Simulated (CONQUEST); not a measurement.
**A series of single points on PbS**

System: PbS (P-6m2, 4 atoms in the cell).
Method: Kohn-Sham DFT of a periodic cell, PBEsol, PseudoDojo NC PBEsol, no spin polarisation (CONQUEST 1.3).

The 7 runs differ only in the geometry, by an even scaling of the cell at fixed fractional positions. The structure derives from a Materials Project entry.

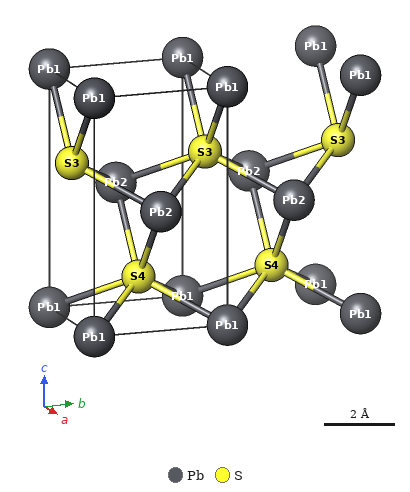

Figure 1. The structure of run 4 (ball-and-stick view of the cell of the calculation, repeated 1 × 2 × 1, seen slightly off an axis; atoms are numbered from 1 in the order of the input). An atom can appear more than once, as a periodic image.

### Input of run 4
```
IO.Title PbS
IO.Coordinates coords.dat
IO.FractionalAtomicCoords T
IO.Iprint 2
IO.Iprint_init 1
General.NumberOfSpecies 2
General.PseudopotentialType hamann
AtomMove.TypeOfRun static
AtomMove.FullStress T
Grid.PointsAlongX 36
Grid.PointsAlongY 40
Grid.PointsAlongZ 72
DM.SolutionMethod diagon
Diag.MPMesh T
Diag.GammaCentred T
Diag.MPMeshX 7
Diag.MPMeshY 7
Diag.MPMeshZ 4
Diag.kT 0.00183747
minE.SCTolerance 1e-6
SC.MaxIters 100
IO.AtomChargeOutput T
%block ChemicalSpeciesLabel
1 207.200 Pb
2 32.070 S
%endblock
```

Command:
```bash
OMP_NUM_THREADS=1 Conquest
```

Lattice vectors (Å) and fractional positions of run 4:
```
   3.788167    0.000000    0.000000
   0.000000    4.089698    0.000000
   0.000000    0.000000    7.083564
Pb  0.000000  0.000000  0.000000
Pb  0.000000  0.500000  0.500000
S   0.500000  0.000000  0.666667
S   0.500000  0.500000  0.166667
```

Run 5 has the same physical settings and fractional positions; its lattice vectors (Å) are:
```
   3.813255    0.000000    0.000000
   0.000000    4.116783    0.000000
   0.000000    0.000000    7.130477
```

### Results, with one run withheld

| run | volume per atom (Å³) | free energy per atom, from the lowest run given (meV) | pressure (GPa) | gap on the mesh (eV) |
| --- | --- | --- | --- | --- |
| 1 | 25.789 | 2.75 | 1.46 | 0.00 |
| 2 | 26.338 | 0.00 | 0.10 | 0.00 |
| 3 | 26.887 | 1.74 | −1.12 | 0.00 |
| 4 | 27.435 | 7.23 | −2.06 | 0.00 |
| 5 | 27.984 | ? | ? | ? |
| 6 | 28.533 | 27.05 | −3.76 | 0.00 |
| 7 | 29.082 | 41.42 | −4.63 | 0.09 |

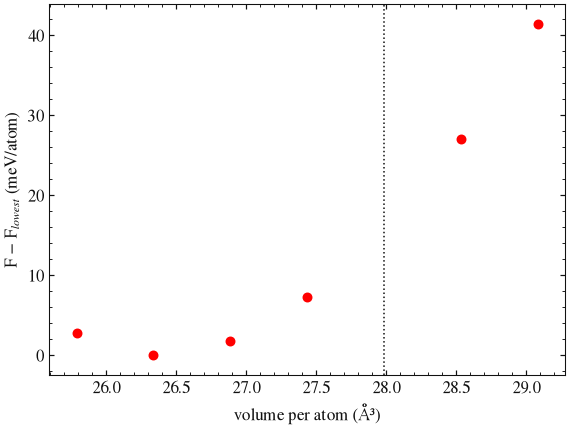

Figure 2. Free energy per atom of the runs given; the dotted line marks run 5.

What should run 5 give?

A cubic polynomial in V^(−2/3) (the Birch–Murnaghan form), fitted to the 6 runs given, misses them by at most 0.17 meV per atom. With x = V^(−2/3) − 0.11029 Å⁻², it reads F = 5.4559 − 4210.9 x + 8.2229e+05 x² + 2.7998e+06 x³ (meV per atom). At run 5 it gives 15.68 meV per atom, and the run itself gives 15.66. The slope of the fit gives a pressure −dF/dV of −2.96 GPa there, and the run prints −2.89 GPa. The two needn't agree exactly: the fit is approximate, and the printed stress is taken on a finite basis. The fit has its minimum at 26.390 Å³ per atom, where V d²F/dV² gives 57.9 GPa. Cell shape and fractional positions are held, so this is the stiffness under even scaling; the relaxed bulk modulus wasn't computed. The gap on the mesh lies between 0.00 eV (run 1) and 0.09 eV (run 7); run 5 has 0.00 eV. These are gaps of this functional on this mesh, which can miss the band edges; they aren't the measured gap.

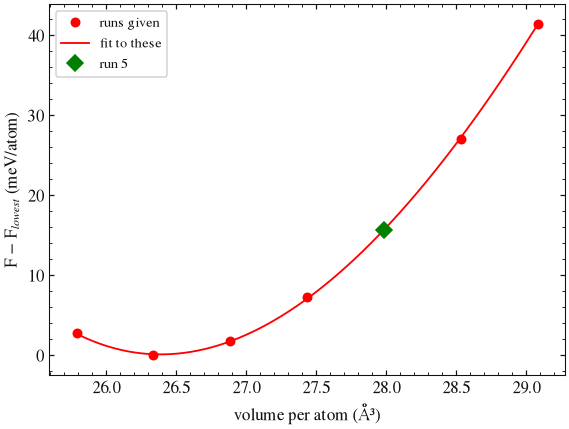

Figure 3. The fit and the withheld run.

### Some lines of the output (run 5)
```
[...]
          DFT Total Energy                 :      -162.579065400740774 Ha
          Free Energy (E-TS)               :      -162.595898799159386 Ha
          DFT Total Energy                 :      -162.595446495033713 Ha
          Free Energy (E-TS)               :      -162.595640304866521 Ha
          DFT Total Energy                 :      -162.595443638635402 Ha
          Free Energy (E-TS)               :      -162.595609015523848 Ha
          DFT Total Energy                 :      -162.595501051346048 Ha
          Free Energy (E-TS)               :      -162.595607570737798 Ha
          DFT Total Energy                 :      -162.595503640916604 Ha
          Free Energy (E-TS)               :      -162.595607642849501 Ha
          DFT Total Energy                 :      -162.595504288733991 Ha
      | Free Energy as E-TS      =      -162.595607642849501 Ha
      |* DFT total energy        =      -162.595504288733991 Ha
    force: Average pressure:     -2.88980526 GPa
```

Notes: Spin–orbit coupling is left out, which matters for Pb. With a small basis of atomic orbitals these values can differ much from converged plane-wave results.
